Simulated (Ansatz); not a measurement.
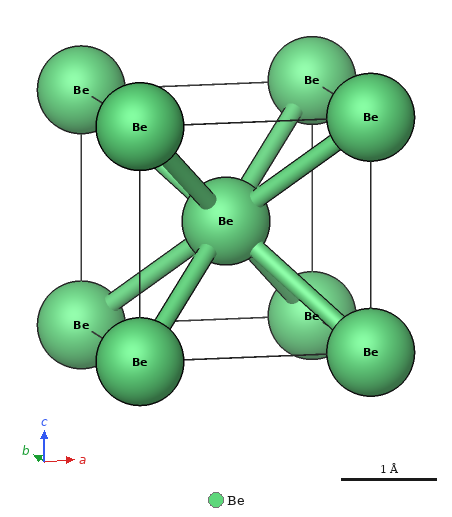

The starting point is a symmetric starting cell of Be. Style: ball-and-stick. Shown: the conventional cell (2 times the calculation's cell), slightly off an axis. Lengths and directions refer to the drawn axes.

All numbers below come from DFT LDA, scalar-relativistic, plane waves, PAW in Ansatz. (plane-wave cutoff 420 eV; k-point mesh 24 × 24 × 24; occupations gaussian; smearing width 0.1 eV; no spin polarisation)

Change: All lengths are scaled by −1.9 % (volume −5.5 %), the atoms keeping their fractional coordinates. No relaxation follows. The starting cell wasn't computed here and needn't be at equilibrium, so pressure and forces aren't due to the change alone.

### Predict the response.

Some distances before and after: Be–Be 2.170 → 2.130 Å. The space group stays Im-3m (No. 229). The pressure is 0.3 GPa (not all of it need come from the change, since the unchanged cell can be under pressure at this level too). All forces vanish by symmetry.

The changed structure in the same view:

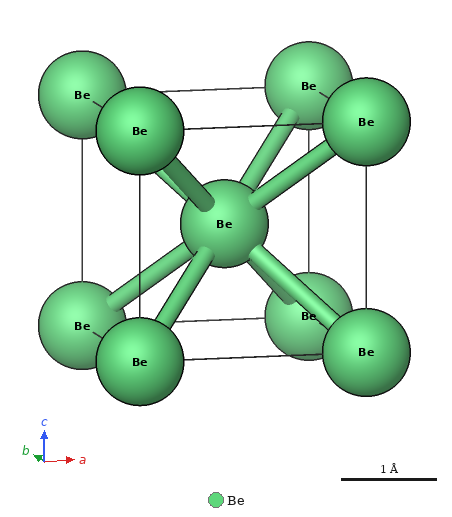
